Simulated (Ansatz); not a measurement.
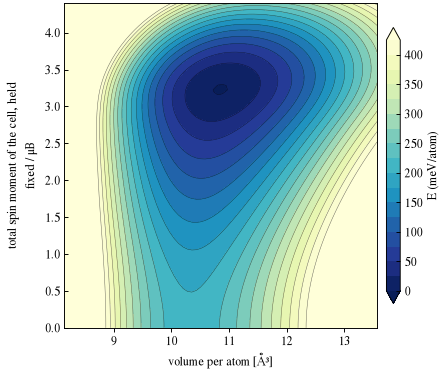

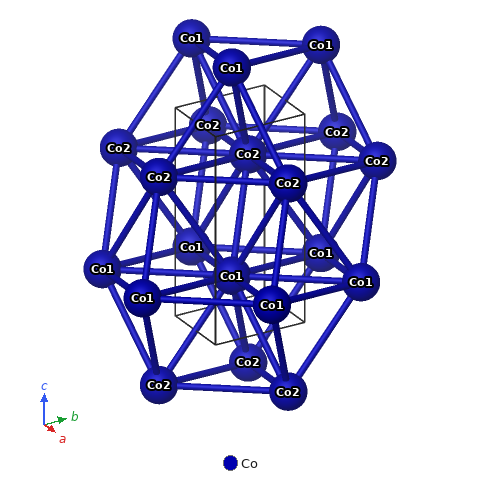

Energy landscape of Co (P6_3/mmc, No. 194; 2 atoms in the cell). The energy is mapped over volume and a fixed ferromagnetic moment. First axis: volume per atom. Second axis: total spin moment of the cell, held fixed. Nothing is relaxed (shape and fractional coordinates fixed). The grid has 7 × 9 points. Points are written as (first, second). Energies: meV/atom, counted from the lowest grid point. The moment is held fixed and parallel; antiferromagnetic orders weren't tried. The electronic state followed may not be the lowest one. These are results of Ansatz 0.2.0, DFT PBE, scalar-relativistic, plane waves, PAW, not measurements. Settings: cutoff 520 eV, k-mesh 24×24×12 in the order of the run's cell vectors, gaussian smearing 0.15 eV.

Drawn: filled contours, one colour for all values above the top of the scale. Between grid points the surface is interpolated. The second picture is the structure at the lowest point.

What does the map say about the system?

Answer. The lowest grid point is at (10.85 Å³, 3.30 μB). No other kind of well shows on this grid. The highest grid point, (8.14 Å³, 4.40 μB), lies 1455 meV/atom above the lowest. Round the minimum the valley is somewhat tilted: raising volume per atom shifts the best value of the second coordinate upwards (coupling k₁₂/√(k₁₁k₂₂) about −0.2).

The whole map (63 points run) took 37 min on 2 threads of Arm Neoverse N1 (shared host).

PAW datasets: the set soft_1.
